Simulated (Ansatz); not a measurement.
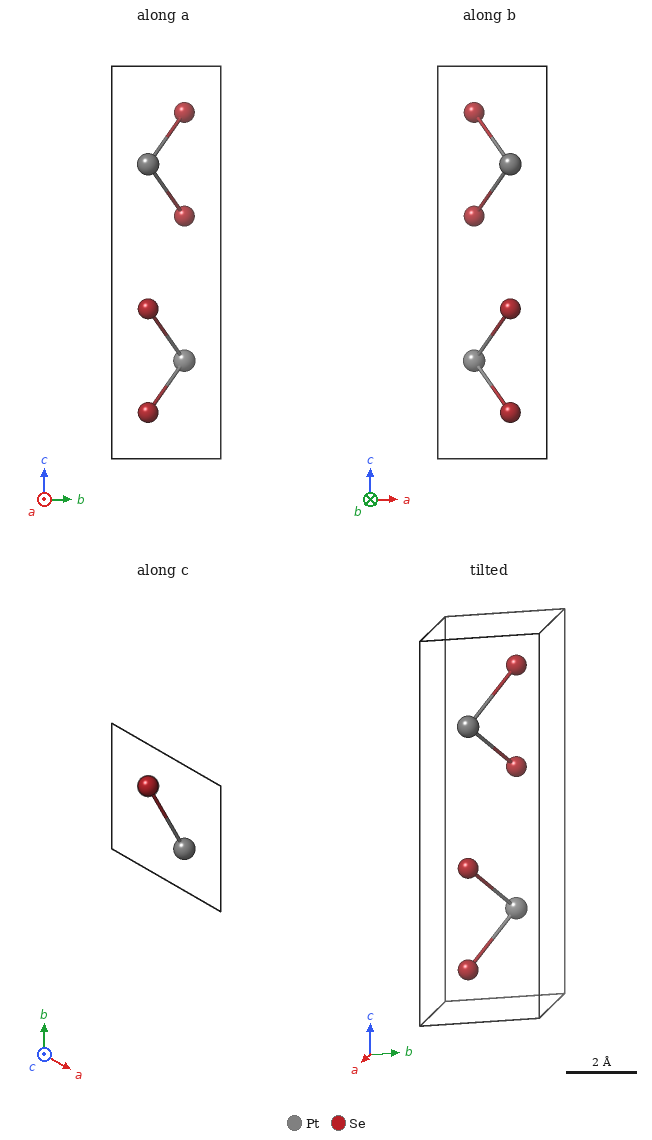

Ball-and-stick model, viewed along the a axis, along the b axis, along the c axis and slightly off an axis. Lines trace the edges of the conventional unit cell.

Lattice parameters: a = 3.5965 Å, b = 3.5965 Å, c = 11.2548 Å, α = 90.000°, β = 90.000°, γ = 120.000°.

Q: Write down what is shown as a CIF with its space group and independent sites, with free fractional coordinates to two decimals.

A:
```cif
data_structure
_symmetry_space_group_name_H-M 'P 63/m m c'
_symmetry_Int_Tables_number 194
_cell_length_a 3.5965
_cell_length_b 3.5965
_cell_length_c 11.2548
_cell_angle_alpha 90.000
_cell_angle_beta 90.000
_cell_angle_gamma 120.000
_cell_volume 126.08
loop_
_atom_site_label
_atom_site_type_symbol
_atom_site_symmetry_multiplicity
_atom_site_Wyckoff_symbol
_atom_site_fract_x
_atom_site_fract_y
_atom_site_fract_z
_atom_site_occupancy
Pt1 Pt 2 c 0.3333 0.6667 0.25 1
Se1 Se 4 f 0.6667 0.3333 0.38 1
```

Starting structure: a structure type filled with these elements by a generator (whether the compound takes this form wasn't checked). The geometry was optimised with Ansatz 0.2.0, DFT, r2SCAN+rVV10, plane waves, PAW.
